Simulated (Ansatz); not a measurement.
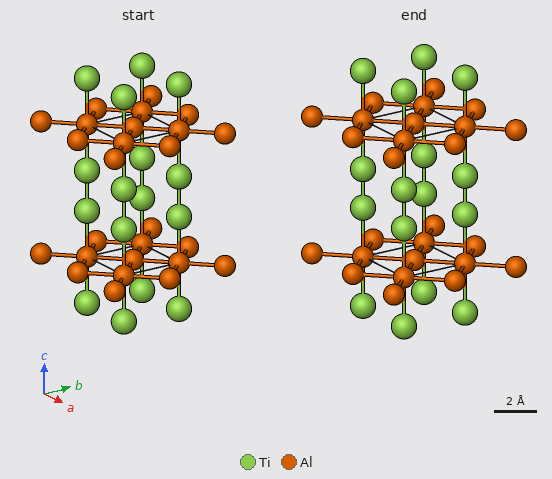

The structure of a crystal of TiAl (a generated structure, set up in Cmmm) (coarse preliminary run) before (left) and after (right) a relaxation, at one scale.

Style: ball-and-stick. Shown: the cell of the calculation, from a free direction.

Method: DFT PBE, scalar-relativistic, plane waves, PAW (Ansatz).

Input file:
```yaml
crystal:
  lattice:
    - [2.26848591, -2.29414538, 0.0]
    - [2.26848591, 2.29414538, 0.0]
    - [0.0, 0.0, 6.8075546]
  atoms:
    - { symbol: Ti, position: [0.0, 0.0, 0.34770575] }
    - { symbol: Ti, position: [0.0, 0.0, 0.65229425] }
    - { symbol: Al, position: [0.5, 0.5, 0.0] }
    - { symbol: Al, position: [0.0, 0.0, 0.0] }
basis:
  ecutwfc: 420
kpoints:
  mp_grid: { grid: [6, 6, 4] }
hamiltonian:
  xc: pbe
scf:
  occupations: { method: gaussian, width: 0.1 }
  lower_state_search: "off"
output:
  forces: true
  stress: true
  eigenvalues: true
relax:
  adjacent_minimum: "off"
  f_tol: 0.04
  max_steps: 70
  cell: { stress_tol: 0.4 }
```

Command:
```bash
ansatz run input.yaml --threads 1 --pin off --max-ram 2560MiB --backend cpu --events-out ev --progress --plain --runs-dir out
```

Summarise the run.

Answer. The largest moves relative to the cell, 0.077 Å, are those of Ti1 and Ti2. Ti1 goes along +c. Al stays in place. The volume changes by +25.7 %, with a = b 3.226 → 3.558 Å (+10.3 %), c 6.808 → 7.035 Å (+3.3 %), γ 90.6° → 90.0°. Some distances before and after: Al3–Al4 2.268 → 2.516 Å, Al3–Al4 (another image) 2.294 → 2.517 Å, Ti1–Al4 2.367 → 2.523 Å, Ti1–Ti2 2.074 → 1.989 Å. The space group (tolerance 0.01 Å) goes from Cmmm (No. 65) to P4/mmm (No. 123). The energy falls by 244 meV per atom in 6 accepted moves (9 points after the start). The largest force component goes from 0.33 to 0.0027 eV/Å. The pressure goes from 18.51 to 0.04 GPa. The line search rejected the trial step at point 4 of the run. The SCF was repeated twice at an unchanged geometry on a basis and grid sized afresh for the cell, which shifted the energy by 4.7 meV per atom at most.
